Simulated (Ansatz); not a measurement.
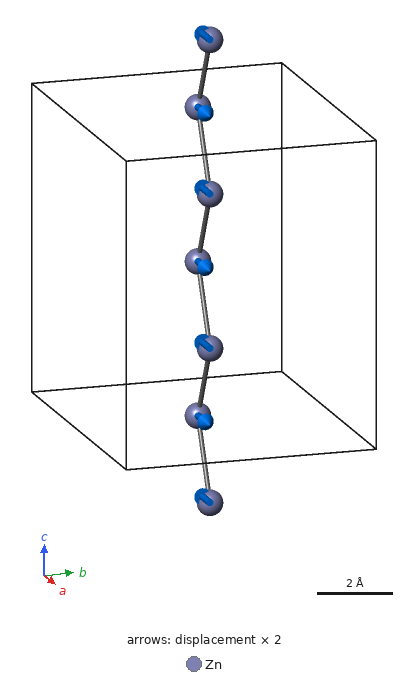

A relaxation of a wire of composition Zn. The starting structure is drawn; blue arrows show the displacements (the part carried along by the change of the cell is left out), 2 times their true length.

The picture is a ball-and-stick view of the 2 repeat of the cell, with the vacuum cut short, seen slightly off an axis.

Case: zigzag chain of atoms.

Theory: DFT PBE, scalar-relativistic, plane waves, PAW (Ansatz).

The input:
```yaml
crystal:
  lattice:
    - [10.1, 0.0, 0.0]
    - [0.0, 9.3, 0.0]
    - [0.0, 0.0, 4.2659830455]
  atoms:
    - { symbol: Zn, position: [0.4472031801, 0.5, 0.0], spin: 0.5 }
    - { symbol: Zn, position: [0.5527968199, 0.5, 0.5], spin: 0.5 }
basis:
  ecutwfc: 420
kpoints:
  mp_grid: { grid: [1, 1, 15] }
hamiltonian:
  xc: pbe
scf:
  occupations: { method: gaussian, width: 0.05 }
output:
  forces: true
  stress: true
  eigenvalues: true
  populations: true
  write_density: true
  write_potential: true
  elf: true
  volumetric_format: npy
magnetization:
  spin_polarized: true
relax:
  adjacent_minimum: "off"
  f_tol: 0.01
  max_steps: 45
  cell: { fix: [a, b, alpha, beta, gamma], stress_tol: 0.03 }
```

Command:
```bash
ansatz run input.yaml --threads 2 --pin off --max-ram 5120MiB --backend cpu --events-out ev --progress --plain --runs-dir out
```

Q: What happened in the run?

A: After 15 accepted moves (18 points after the start) the energy has fallen by 0.278 eV per cell of the calculation. Largest force component: 0.66 eV/Å at the start, 0.00055 eV/Å at the end. The line search rejected the trial step at point 12 of the run. At 2 points the geometry stayed and the basis and grid were re-selected for the new cell (energy shift of 19.1 meV per cell of the calculation at most each time). The largest moves relative to the layer's centre, 0.53 Å, are those of Zn1 and Zn2. Along the periodic axis the drawn cell goes c 8.532 → 10.189 Å (+19.4 %). Some distances before and after: Zn1–Zn2 2.385 → 2.547 Å. Among the angles between lasting bonds that change: Zn2–Zn1–Zn2 126.9° → 180.0°. The program noted that the starting moments weren't kept. The run may lie on a higher electronic state than the lowest, so the end point isn't shown to be the ground-state structure. The run took 2.8 min on 2 threads of AMD EPYC 7R43 64-Core Processor (Zen 3) (shared host), peak memory 0.75 GiB.

Limits of the set-up: the k-point mesh is coarse for a cell with partly filled bands.
